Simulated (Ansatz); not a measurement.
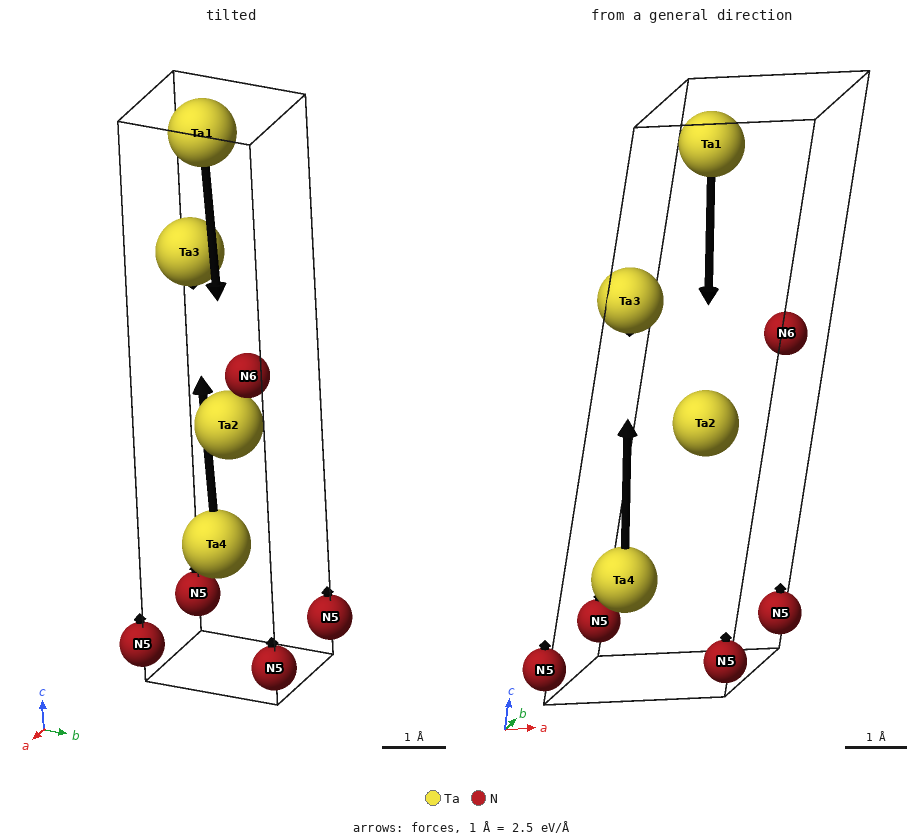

An orthographic spheres-only view of the structure, slightly off an axis and from a general direction. The frame is the simulation cell; atoms at its boundary are shown with their periodic copies. The arrows are the computed forces on the atoms.

System: Ta2N. Computational set-up: Ansatz 0.2.0, DFT PBEsol, scalar-relativistic, plane waves, PAW, a basis cut at 420 eV, 17×17×5 k-mesh, Gaussian smearing of 0.15 eV, no spin polarisation.

Q: Could this be the end point of a relaxation?

A: No. The atoms still feel forces of up to about 5.7 eV/Å, far above a usual threshold of 0.01 to 0.03 eV/Å.

Q: Where does the largest force act?

A: Ta1 and Ta4, about 5.7 eV/Å.

Its origin is a structure listed in the Materials Project. The cell was then strained or its atoms displaced on purpose. Ansatz was used for an electronic-structure calculation on it.
